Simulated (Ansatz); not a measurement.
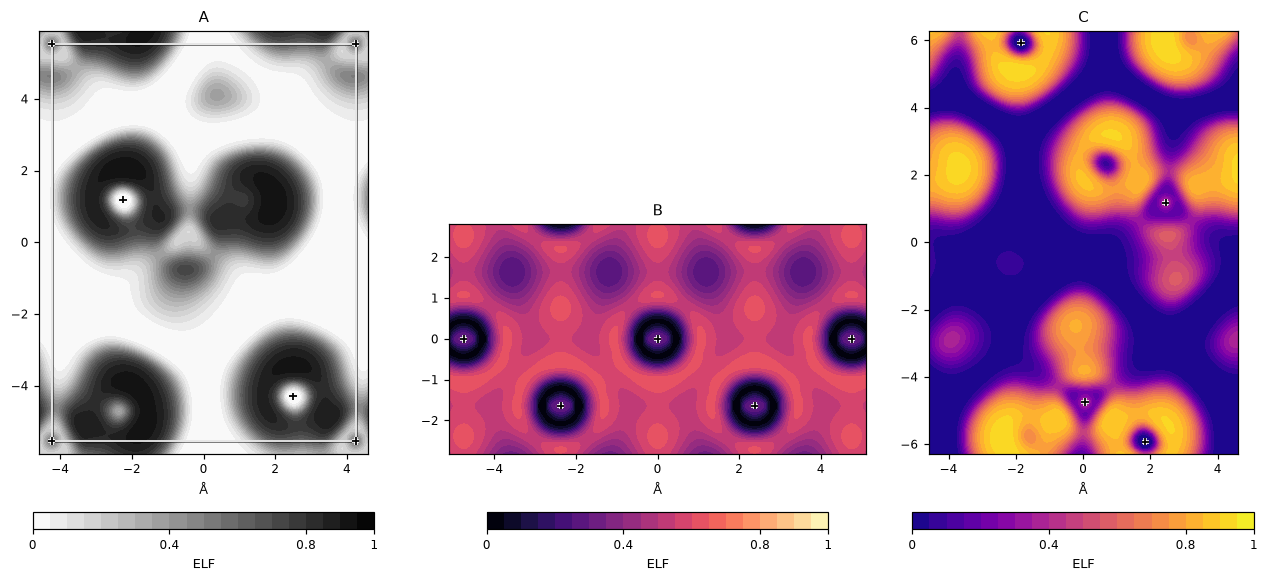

The electron localisation function of 3 systems, each on a plane through atoms (crosses mark nuclei in the plane).

The calculation used DFT PBE, scalar-relativistic, plane waves, PAW in Ansatz 0.2.0.

System 1: SiS$_{2}$, the (111) plane of the conventional cell. Space group Ibam; a structure from a database of computed crystals, not necessarily the ambient phase.

```xyz
12
Lattice="6.3694 0.0000 0.0000 0.0000 11.0876 0.0000 0.0000 0.0000 5.5927" Properties=species:S:1:pos:R:3 pbc="T T T"
Si    0.0000    0.0000    4.1945
Si    3.1847    5.5438    1.3982
Si    0.0000    0.0000    1.3982
Si    3.1847    5.5438    4.1945
S     2.0290    4.3910    2.7963
S     5.2137    9.9348    0.0000
S     1.1557    1.1528    0.0000
S     4.3404    6.6966    2.7963
S     2.0290    6.6966    0.0000
S     5.2137    1.1528    2.7963
S     4.3404    4.3910    0.0000
S     1.1557    9.9348    2.7963
```

System 2: Al, the (110) plane of the conventional cell. Space group P6₃/mmc; a structure from a database of computed crystals, not necessarily the ambient phase.

```yaml
crystal:
  lattice:
    - [2.84015, 0.00000, 0.00000]
    - [-1.42008, 2.45965, 0.00000]
    - [0.00000, 0.00000, 4.75436]
  atoms:
    - { symbol: Al, position: [0.66667, 0.33333, 0.75000] }
    - { symbol: Al, position: [0.33333, 0.66667, 0.25000] }
```

System 3: Si$_{8}$HS$_{16}$ (cell charge −1, with a compensating background) (cell with a defect), the (100) plane of the calculation cell. 

```yaml
crystal:
  lattice:
    - [-6.36941, 0.00000, 5.59267]
    - [6.36941, 0.00000, 5.59267]
    - [0.00000, 11.08759, 0.00000]
  atoms:
    - { symbol: Si, position: [0.44273, 0.32149, 0.00518] }
    - { symbol: Si, position: [0.88308, 0.37121, 0.50716] }
    - { symbol: Si, position: [0.84276, 0.92148, 0.00465] }
    - { symbol: Si, position: [0.38315, 0.87034, 0.50239] }
    - { symbol: Si, position: [0.12319, 0.13808, 0.00270] }
    - { symbol: Si, position: [0.63205, 0.12178, 0.50503] }
    - { symbol: Si, position: [0.62553, 0.64140, 0.00683] }
    - { symbol: Si, position: [0.13417, 0.61971, 0.50448] }
    - { symbol: S, position: [0.09869, 0.40197, 0.40311] }
    - { symbol: S, position: [0.61739, 0.47653, 0.86782] }
    - { symbol: S, position: [0.60108, 0.90592, 0.40105] }
    - { symbol: S, position: [0.05032, 0.92825, 0.89288] }
    - { symbol: S, position: [0.88844, 0.15575, 0.07833] }
    - { symbol: S, position: [0.41367, 0.08701, 0.60534] }
    - { symbol: S, position: [0.45417, 0.52209, 0.12900] }
    - { symbol: S, position: [0.91939, 0.58788, 0.60974] }
    - { symbol: S, position: [0.84564, 0.15590, 0.61161] }
    - { symbol: S, position: [0.28766, 0.14667, 0.14207] }
    - { symbol: S, position: [0.34966, 0.65658, 0.60852] }
    - { symbol: S, position: [0.83498, 0.71445, 0.11703] }
    - { symbol: S, position: [0.24301, 0.30898, 0.88054] }
    - { symbol: S, position: [0.66826, 0.33792, 0.40202] }
    - { symbol: S, position: [0.60868, 0.87608, 0.93044] }
    - { symbol: S, position: [0.16914, 0.83232, 0.39675] }
    - { symbol: H, position: [0.55969, 0.20561, 0.00563] }
```

Question: Match each panel to its system.

Answer: Panel A is system 3, Si$_{8}$HS$_{16}$: the plane holds Si and S. Si–S (2.15 Å): the ELF peaks at about 0.90 between the atoms, as expected for a covalent bond. Panel B is system 2, Al: the plane holds Al. Al–Al (2.89 Å): the ELF peaks at about 0.60 between the atoms. Panel C is system 1, SiS$_{2}$: the plane holds Si and S. Si–S (2.15 Å): the ELF peaks at about 0.90 between the atoms: a shared electron pair.
